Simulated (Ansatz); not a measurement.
# Run report: TiAl, geometry relaxation (part 2 of 2)

The same run, continued: TiAl (slab, 6 atoms in the cell); DFT PBE, scalar-relativistic, plane waves, PAW, no spin polarisation (Ansatz 0.2.0); cutoff 420 eV, 12×12×1 k-mesh, Gaussian smearing of 0.1 eV. The structure derives from an entry of the Crystallography Open Database. It belongs to a series of runs on one base structure; here: (0 0 1) slab, atoms relaxed.

Geometry of the input (Å; fractional positions):
```
2.8221  0.0000  0.0000
0.0000  2.8221  0.0000
0.0000  0.0000  25.1919
Al 0.5000  0.5000  0.2977
Ti 0.0000  0.0000  0.3786
Al 0.5000  0.5000  0.4595
Ti 0.0000  0.0000  0.5405
Al 0.5000  0.5000  0.6214
Ti 0.0000  0.0000  0.7023
```

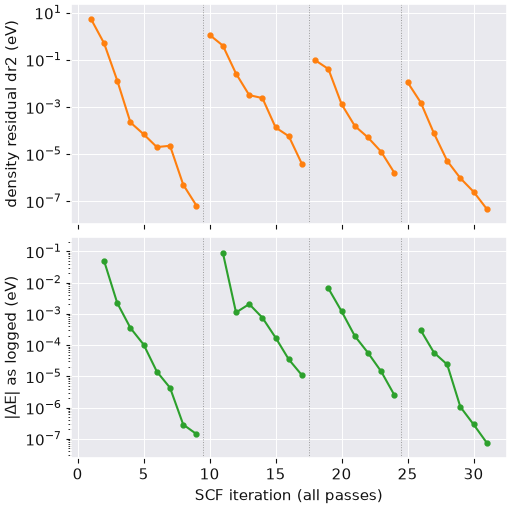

*Convergence of the self-consistent field: density residual dr2 and size of the energy change against the SCF iteration. The dotted lines part the SCF passes of the relaxation: geometry steps, rejected trials and re-solves on a re-selected basis.*

The passes take 9, 8, 7 and 7 iterations.

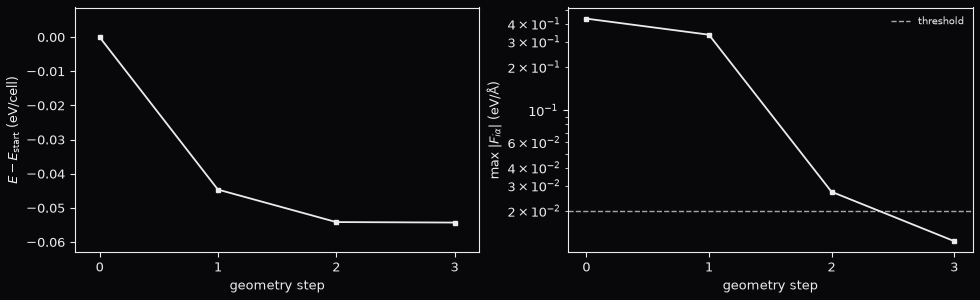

*Progress of the relaxation, step by step (the first geometry is step 0 here and step 1 in the log).*

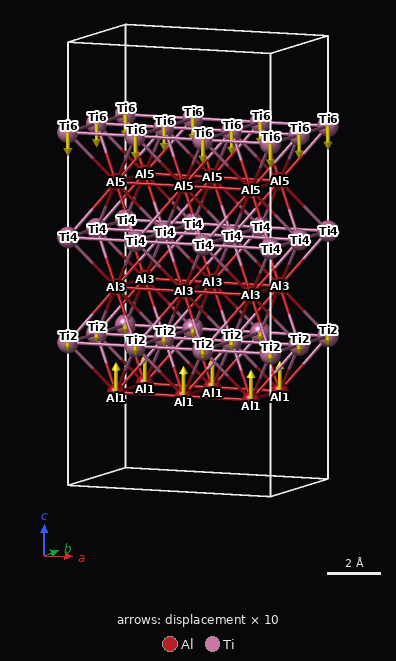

*The starting structure with the displacements as yellow arrows, magnified 10 times (ball-and-stick view of the 3 × 2 repeat of the cell, with the vacuum cut short, seen slightly off an axis).*

The energy falls by 54.3 meV per cell of the calculation in 3 geometry steps. Largest force component: 0.44 eV/Å at the start, 0.012 eV/Å at the end. The atom that moves furthest is Al1 (0.12 Å). Largest moves by element: Al 0.12 Å, Ti 0.09 Å. The cell doesn't change. Among the contacts that change: Al1–Ti2 2.853 → 2.744 Å, Al5–Ti6 2.853 → 2.782 Å, Ti2–Al3 2.853 → 2.884 Å, Al3–Ti4 2.853 → 2.844 Å. (Atoms are counted from 1 in the order of the input.)

```
WARN: The output density's exchange-correlation potential varies sharply where the density is thin. Do not read a vacuum level from v_tot or v_xc, or from such a field of the output density. On a cell that repeats whose density bears no net charge and no dipole along the vacuum's axis use v_es (v_loc + v_h of the components); under efield.dipole_correction with no amplitude use v_es + v_field, which holds any external_charges[].barrier, or the levels of the report's work_function block, which leave it out; under a non-zero efield.amplitude the vacuum is tilted and has no level; on a cell that repeats and bears such a dipole with no correction it is tilted too, and efield.dipole_correction with no amplitude gives each side of its ramp a level where efield: is served; in a cell that repeats whose density bears a net charge (total_charge, or a fill off its count) it is curved and has none; of a slab under crystal.periodic whose density bears no net charge use v_es, which has a level on each side, short of where the two are joined; of another it falls or rises all the way out and has none; of a slab beside external_charges read slab_vacuum_level instead, which it has where they leave it neutral. The grid or the basis barely resolves most such structure, and the values can differ between equally converged runs; as a rule a tighter scf.convergence.dr2_threshold does not remove it. Where the density itself ripples (under the LDA too) a higher basis.ecutwfc lessens it. The files hold the spikes' plane waves up to the density's cutoff. Files: v_tot_of_output_density and the like, and their columns of v_z.tsv (output.write_potential); v_xc_of_output_density and the like, and their columns of v_comp_z.tsv (output.write_potential_components). Measured: with its Gaussian average of σ = 0.25 Å subtracted twice, the exchange-correlation potential is over 0.1 eV at 255 of the grid points where the equally averaged density (valence and model cores) is under 1e-3 e/Å³, and 0.365 eV at the most among them, at an averaged density of 1.1e-7 e/Å³. See output.write_potential in the manual, Limitations
SCF converged after 7 iterations
Free energy (F): -9111.850198 eV
Harris-Foulkes:  -9111.850198 eV  (|F-HF|=3.12e-8)
Internal energy: -9111.821906 eV  (E = F + TS)
E sigma→0 (E₀):  -9111.836052 eV
Entropy (-TS):   -0.028292 eV (-4.715 meV/atom)
Fermi energy:    3.277743 eV
Dipole field:    D = -0.018404 V/Å  (p = -0.020406 e·Å, saw-weighted, corrected)
Work function:   Φ+ = 4.4990 eV   Φ− = 4.0353 eV
Levels:          The Fermi level and band energies are counted from a zero that moves with the ramp; work functions are not
--- Per-component energies (eV) ---
  E_band       = -841.381644
  E_kinetic    = 886.463838
  E_local      = -30332.924408  (includes V_loc(G=0)·N_el)
  E_nonlocal   = 58.365857
  E_hartree    = 14761.985823
  E_xc         = -410.807442
  E_vxc        = -451.574562  (∫ρ·V_xc dr)
  E_paw        = -4546.766098  (= ΣΔE_a)
  E_vpaw       = -526.159308  (= ΣTr[D̂ρ^β])
  E_aug_tail   = 0.000385  (compensation charges beyond the density's cutoff)
  E_efield     = 0.000188  (sawtooth field / dipole correction)
  E_vefield    = 0.484686  (∫n·V_field dr)
  E_ewald      = 10471.859952
  E_smearing   = -0.028292  (= −TS)
  E_closure    = 0.000000  (closes the sum)
  Σ components = -9111.850198   (vs F -9111.850198, Δ=0.00e0)
--- Forces (eV/Å), atoms counted from 1 ---
  atom   1  Al     0.00000000     0.00000000     0.00046825
  atom   2  Ti    -0.00000000     0.00000000    -0.00902933
  atom   3  Al     0.00000000     0.00000000     0.01236335
  atom   4  Ti    -0.00000000     0.00000000    -0.00038990
  atom   5  Al     0.00000000    -0.00000000     0.00152329
  atom   6  Ti    -0.00000000     0.00000000    -0.00483601
  max |Σ_I F_I| component: 9.97e-5 eV/Å
--- Band table (eV; the first three rows and the last of 28) ---
  k-point 0: bands = ["-53.6005", "-53.3265", "-53.3213", "-30.0224", "-29.7881", "-29.7348", "-29.5484", "-29.5484", "-29.2847", "-29.2847", "-29.2715", "-29.2715", "-5.6154", "-5.1117", "-4.4067", "-1.5398", "-0.3861", "0.8510", "2.3804", "2.4496", "2.5430", "2.8533", "3.2692", "3.4461", "3.8595", "5.0835", "5.0835", "5.1773", "5.1773"]
  k-point 1: bands = ["-53.5966", "-53.3226", "-53.3174", "-30.0187", "-29.7840", "-29.7308", "-29.5806", "-29.5456", "-29.3176", "-29.3047", "-29.2819", "-29.2687", "-5.4806", "-4.9852", "-4.2957", "-1.3944", "-0.2568", "0.9674", "2.4404", "2.5084", "2.6124", "2.8358", "3.2618", "3.4322", "3.8476", "4.8716", "5.1117", "5.1283", "5.2019"]
  k-point 2: bands = ["-53.5861", "-53.3119", "-53.3067", "-30.0085", "-29.7728", "-29.7198", "-29.6680", "-29.5381", "-29.4067", "-29.3946", "-29.2742", "-29.2609", "-5.0815", "-4.6113", "-3.9667", "-0.9749", "0.1089", "1.2826", "2.5370", "2.6333", "2.7088", "2.7999", "3.1522", "3.3689", "3.8770", "4.4195", "5.0816", "5.1881", "5.2695"]
  k-point 27: bands = ["-53.4870", "-53.2110", "-53.2063", "-29.9523", "-29.9523", "-29.9155", "-29.6947", "-29.6947", "-29.6843", "-29.6843", "-29.6713", "-29.6199", "0.1051", "0.3971", "0.8984", "1.1255", "1.1255", "1.5463", "1.5463", "2.4192", "2.4192", "3.0737", "3.7389", "3.7389", "3.7429", "4.8827", "5.1944", "5.2276", "5.2276"]
--- Relaxed structure (4 steps of the walk, 4 accepted, 0 SCFs on fresh bases) ---
  F+E_penalty+E_count = -9111.85019754 eV   max|allowed force component| = 1.235e-2 eV/Å
  atoms:
    - { symbol: Al, position: [0.49999999999999994, 0.49999999999999994, 0.3024397955086126] }
    - { symbol: Ti, position: [-2.456394989495171e-18, 4.1799925001719855e-34, 0.3772124390961932] }
    - { symbol: Al, position: [0.49999999999999994, 0.49999999999999994, 0.45987814453775494] }
    - { symbol: Ti, position: [-2.847107541313801e-19, -1.7914253572165649e-34, 0.5402929226874522] }
    - { symbol: Al, position: [0.49999999999999994, 0.49999999999999994, 0.6216166158569363] }
    - { symbol: Ti, position: [-6.461045564421992e-18, 4.8368484644847255e-33, 0.6985600823130509] }
```

Trajectory as extended XYZ (Å, eV, eV/Å), 4 frames, from step=1 to step=4:
```
6
Lattice="2.8221 0.0000 0.0000 0.0000 2.8221 0.0000 0.0000 0.0000 25.1919" Properties=species:S:1:pos:R:3:forces:R:3 step=1 energy=-9111.79593
Al    1.4110    1.4110    7.5000    0.0000   0.0000   0.3767
Ti    0.0000    0.0000    9.5384    0.0000   0.0000  -0.4352
Al    1.4110    1.4110   11.5768    0.0000   0.0000   0.1316
Ti    0.0000    0.0000   13.6151    0.0000   0.0000  -0.1313
Al    1.4110    1.4110   15.6535    0.0000   0.0000   0.4056
Ti    0.0000    0.0000   17.6919    0.0000   0.0000  -0.3474
6
Lattice="2.8221 0.0000 0.0000 0.0000 2.8221 0.0000 0.0000 0.0000 25.1919" Properties=species:S:1:pos:R:3:forces:R:3 step=2 energy=-9111.84054
Al    1.4110    1.4110    7.6501    0.0000   0.0000  -0.0826
Ti    0.0000    0.0000    9.5164    0.0000   0.0000   0.0262
Al    1.4110    1.4110   11.5887    0.0000   0.0000   0.0061
Ti    0.0000    0.0000   13.5990    0.0000   0.0000   0.1241
Al    1.4110    1.4110   15.6709    0.0000   0.0000  -0.3364
Ti    0.0000    0.0000   17.5507    0.0000   0.0000   0.2623
6
Lattice="2.8221 0.0000 0.0000 0.0000 2.8221 0.0000 0.0000 0.0000 25.1919" Properties=species:S:1:pos:R:3:forces:R:3 step=3 energy=-9111.85005
Al    1.4110    1.4110    7.6144    0.0000   0.0000   0.0190
Ti    0.0000    0.0000    9.5018    0.0000   0.0000   0.0004
Al    1.4110    1.4110   11.5923    0.0000   0.0000  -0.0272
Ti    0.0000    0.0000   13.6152    0.0000   0.0000  -0.0057
Al    1.4110    1.4110   15.6594    0.0000   0.0000  -0.0041
Ti    0.0000    0.0000   17.5925    0.0000   0.0000   0.0179
6
Lattice="2.8221 0.0000 0.0000 0.0000 2.8221 0.0000 0.0000 0.0000 25.1919" Properties=species:S:1:pos:R:3:forces:R:3 step=4 energy=-9111.85020
Al    1.4110    1.4110    7.6190    0.0000   0.0000   0.0005
Ti    0.0000    0.0000    9.5027    0.0000   0.0000  -0.0090
Al    1.4110    1.4110   11.5852    0.0000   0.0000   0.0124
Ti    0.0000    0.0000   13.6110    0.0000   0.0000  -0.0004
Al    1.4110    1.4110   15.6597    0.0000   0.0000   0.0015
Ti    0.0000    0.0000   17.5981    0.0000   0.0000  -0.0048
```

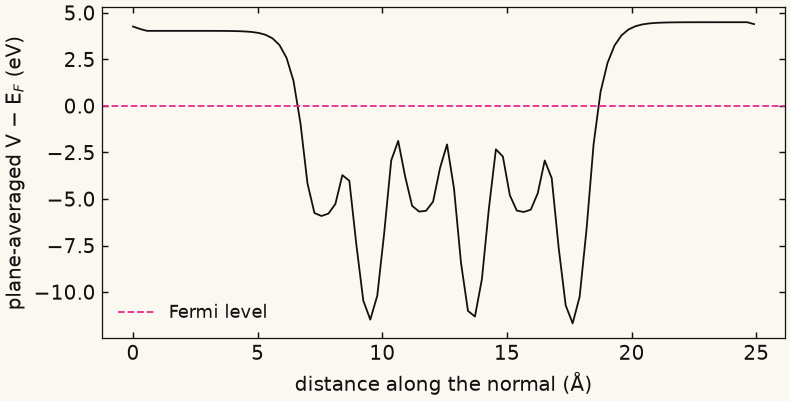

*Plane average of the electrostatic potential energy of an electron across the cell, from the Fermi level.*

The vacuum level lies 4.50 eV above the Fermi level on the upper side and 4.04 eV on the lower.

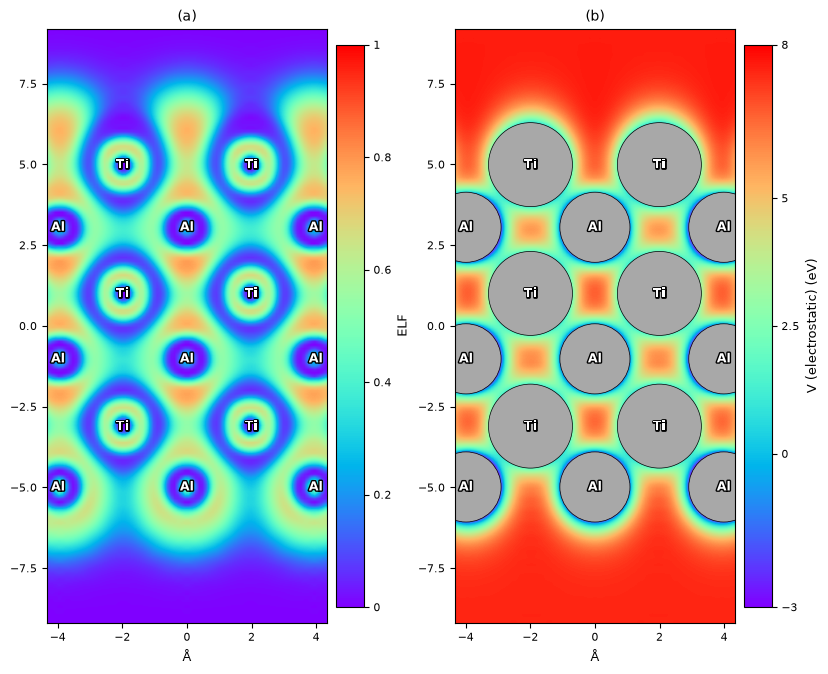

*(a) electron localisation function; (b) electrostatic potential (local pseudopotential plus Hartree) felt by an electron on the (11̄0) plane of the calculation cell, a cut from vacuum to vacuum. Grey discs, where drawn, cover atomic cores.*

Atoms in the plane: Al and Ti. Ti–Al (2.74 Å): the ELF is about 0.35 at the midpoint, which marks nearly free electrons, as in a simple metal. Ti–Al (2.84 Å): the ELF is about 0.40 at the midpoint (nearly free electrons, as in a simple metal). Ti–Al (2.88 Å): the ELF is about 0.40 at the midpoint, which marks metallic bonding. The strong features right at Ti lie inside the PAW spheres (semicore, d or f shells) and say nothing about bonding. Core electrons are frozen (PAW), so the fields are smoothed inside the atomic spheres.

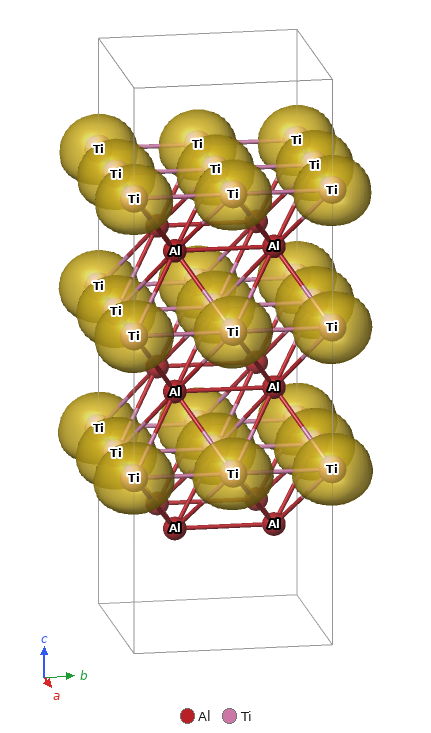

*Isosurface of the valence electron density at 0.3 e/Å³ (yellow), seen slightly off an axis. Sticks mark near contacts.*

At this value the density breaks into separate islands; it holds about 65 % of the electrons treated as valence (semicore included). It is pinched off along the Ti–Al (2.74 Å), Al–Al (2.82 Å), Ti–Ti (2.82 Å) and Ti–Al (2.84 Å) contacts. On the grid the lowest density along these lines, outside the cores, is 0.23 e/Å³ (Ti–Al, 2.74 Å), 0.23 e/Å³ (Al–Al, 2.82 Å), 0.23 e/Å³ (Ti–Ti, 2.82 Å) and 0.2 e/Å³ (Ti–Al, 2.84 Å).
